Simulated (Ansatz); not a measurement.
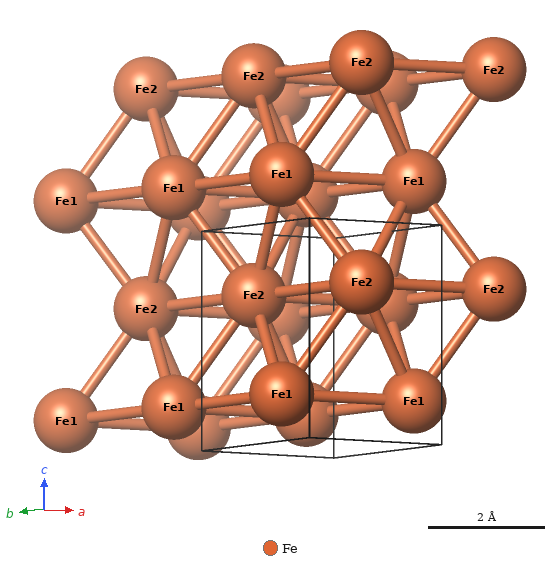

The starting point is crystalline Fe (set up in P6_3/mmc). The picture is a ball-and-stick view of the cell of the calculation, repeated 2 × 3 × 2 with one cell outlined, seen from a free direction.

Method: DFT, PBE, PAW with Ansatz's default frozen-core files, scalar-relativistic in Ansatz 0.2.0. Set-up: plane-wave cutoff 420 eV; k-point mesh 17 × 17 × 10; occupations fermi dirac; smearing width 0.08 eV; no spin polarisation.

Change: The cell is strained by −1.0 % along c and none across it (volume −1.0 %), the atoms keeping their fractional coordinates. No relaxation follows.

Q: What does the calculation give for the changed structure?

A: The energy rises by 9.2 meV per atom. Pressure: 10.9 GPa before, 14.6 GPa after. The principal stresses (compression positive) are 19.0 GPa along c and 12.3 GPa across it. All forces vanish by symmetry. Near-neighbour distances before and after: Fe–Fe 2.380 → 2.365 Å. The space group stays P6_3/mmc (No. 194).
